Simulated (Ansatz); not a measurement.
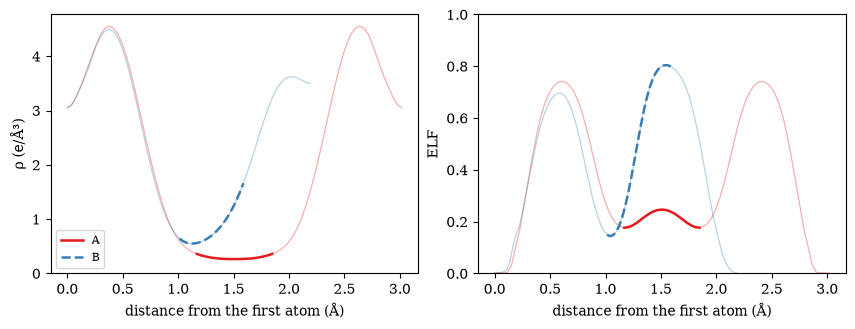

TaN. Valence charge density (pseudo) and electron localisation function along straight lines between neighbouring atoms. Thin, pale parts lie inside the atomic spheres.

Space group R-3m.

Level of theory: Ansatz 0.2.0, DFT PBEsol, scalar-relativistic, plane waves, PAW.

The density is the valence pseudo-density of a PAW calculation; it isn't the true density close to the nuclei.

**Which curve belongs to which contact (Ta–N and Ta–Ta)? The first atom named is at distance zero.**

Curve A: Ta–Ta (3.02 Å): ρ is about 0.27 e/Å³ halfway; the ELF is about 0.25 at the midpoint; no localised pair shows between them. Curve B: Ta–N (2.19 Å): ρ at the midpoint is about 0.56 e/Å³; the ELF peaks at about 0.80 in the valence shell of N, 0.7 Å from its nucleus, and is about 0.15 at the midpoint (no localised pair shows between them).
